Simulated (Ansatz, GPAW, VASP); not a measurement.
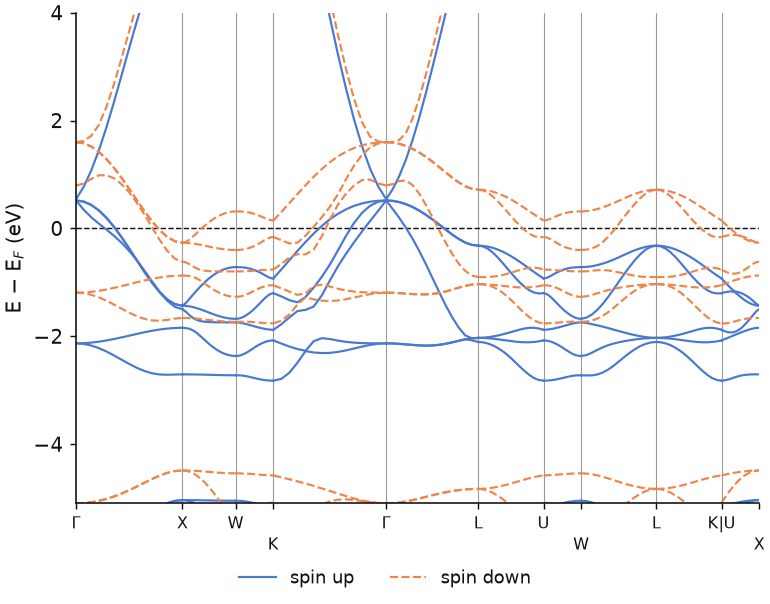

Band structure. Energies are counted from the Fermi level.

Q: Which system does the plot belong to?
A. GaSb, space group Immm (No. 71), 2 atoms in the primitive cell (a = 4.24 Å, b = 4.24 Å, c = 4.24 Å, α = 136.91°, β = 101.69°, γ = 93.85°); LDA+SOC
B. zincblende NiO, space group F-43m (No. 216), 2 atoms in the primitive cell (cubic a = 4.481 Å); LDA
C. zincblende ZnSe, space group F-43m, 2 atoms in the primitive cell (cubic a = 5.668 Å); PBEint+SOC

A: B. A metal: 3 spin-up and 3 spin-down bands cross the Fermi level along this path. Bands cross the Fermi level on Γ–X, X–W, K–Γ, Γ–L, L–U, W–L, L–K and U–X, and not on W–K and U–W. At W the nearest levels lie 0.40 eV below and 0.31 eV above the Fermi level. A face-centred cubic lattice: the path Γ–X–W–K–Γ–L–U–W–L–K|U–X runs through the special points of its Brillouin zone.

Computed with VASP 6.6.1: LDA, VASP PAW LDA potentials, release 64 (Ni, O), collinear spin, ferromagnetic start, no spin-orbit coupling, 7×7×7 k mesh, 520 eV cutoff, Fermi-Dirac smearing of 0.05 eV.

The run ends ferromagnetic, with 1.51 μB a cell. A cell with one magnetic atom can't hold antiferromagnetic order, which such compounds often take. Semilocal functionals often make such compounds metallic where correlation or magnetic order opens a gap, which also shifts bond lengths. The k mesh is thin for a metal, so its Fermi level is uncertain. The cell was built by a generator and needn't be a form met in nature.
